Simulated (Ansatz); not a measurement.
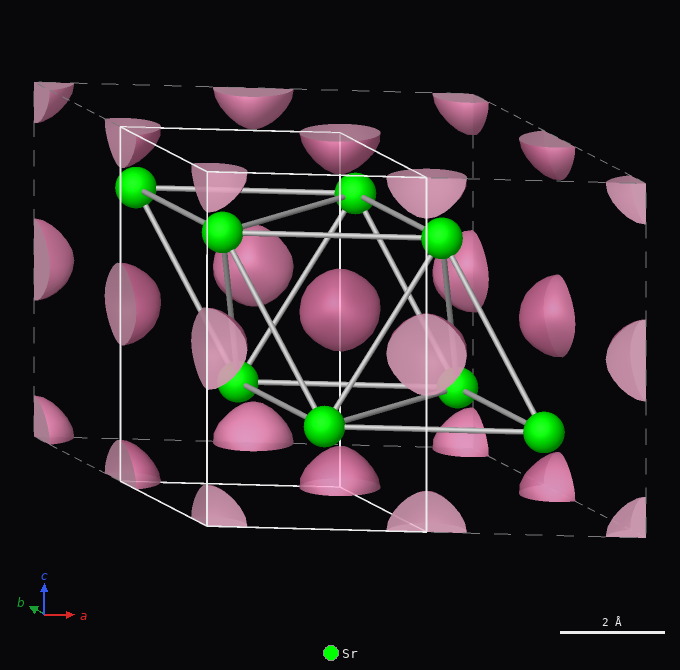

Crystal voids of Sr in space group P6_3/mmc: the pink surface encloses the regions where the procrystal electron density, the sum of the densities of spherically averaged neutral Hartree-Fock atoms, is below 0.005 e/bohr³ (2×2×1 cells, view slightly off an axis). No self-consistent density enters. Pale faces close the region where the drawn box cuts it. From Rb on the atoms have core potentials, so only their outer electrons count. The usual level for crystal voids is 0.002 e/bohr³; this crystal has almost no region below it, so a higher level is used, which marks the interstitial space of lowest density.

Origin of the cell: coordinates from a relaxation with DFT PBE, scalar-relativistic, plane waves, PAW (Ansatz).

```
Sr
1.0
     4.26776    0.00000    0.00000
    -2.13388    3.69599    0.00000
     0.00000    0.00000    7.01332
Sr
2
Cartesian
  0.0000 2.4640 5.2600
  2.1339 1.2320 1.7533
```

Q: What share of the cell is void by this measure?

A: The voids take about 3.8 % of the cell (4.2 Å³ of 110.6 Å³) and are bounded by about 16 Å² of surface per cell.

Q: Are the voids connected in the whole crystal?

A: They are isolated pockets that do not connect across cells.

Q: How low does the density fall, and where?

A: To about 0.0044 e/bohr³ near 0.00, 0.00, 0.00 (fractional), 3.0 Å from the nearest nucleus.

Q: At what density do the voids first join through the crystal?

A: At about 0.0057 e/bohr³, as a three-dimensional network.
